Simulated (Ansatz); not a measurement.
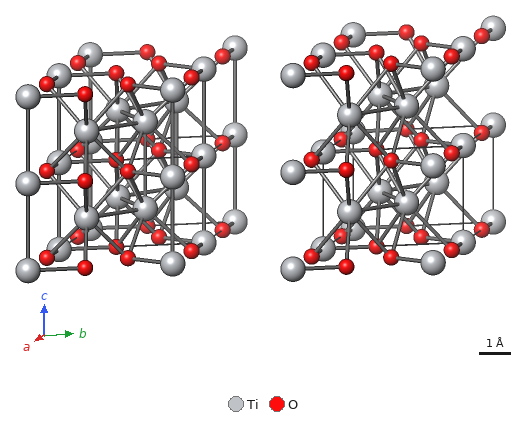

Two geometries of a crystal of TiO (set up in P-62m), drawn at one scale. One is the start of a relaxation, the other its converged end. A ball-and-stick model of the cell of the calculation, repeated 2 × 1 × 2 with one cell outlined, seen slightly off an axis.

All numbers below come from DFT PBEsol, scalar-relativistic, plane waves, PAW (Ansatz 0.2.0). Settings: plane-wave cutoff 420 eV; k-point mesh 1 × 1 × 1; occupations gaussian; smearing width 0.1 eV; no spin polarisation; cell and atoms relaxed; force threshold 0.01 eV/Å; at most 60 steps.

### Which one is relaxed?

The right one is the relaxed one. Case: relaxed kmesh: [1, 1, 1] Gamma-centred. Over 8 accepted moves (11 points after the start) the energy falls by 0.572 eV per cell of the calculation. Largest force component: 0.53 eV/Å at the start, 0.00088 eV/Å at the end. The pressure goes from 12.82 to 0.01 GPa. The SCF was repeated 3 times at an unchanged geometry on a basis and grid sized afresh for the cell, which shifted the energy by 34.9 meV per cell of the calculation at most. The largest moves relative to the cell, 0.067 Å, are those of O atoms. Ti stays in place. Cell: a = b 4.989 → 4.829 Å (−3.2 %), c 2.873 → 3.204 Å (+11.5 %). Volume +4.5 %. Near-neighbour distances that change, for instance: Ti–Ti 2.873 → 3.204 Å, O–Ti 1.968 → 1.838 Å, O–Ti 2.101 → 2.201 Å, Ti–Ti 2.880 → 2.788 Å. Bond angles that change, for instance: Ti–O–Ti 86.5° → 78.6°, Ti–O–Ti 86.3° → 93.4°. The space group stays P-62m (No. 189). The run took 8.1 s on 1 thread of Arm Neoverse V1, with other jobs on the host, peak memory 0.29 GiB.
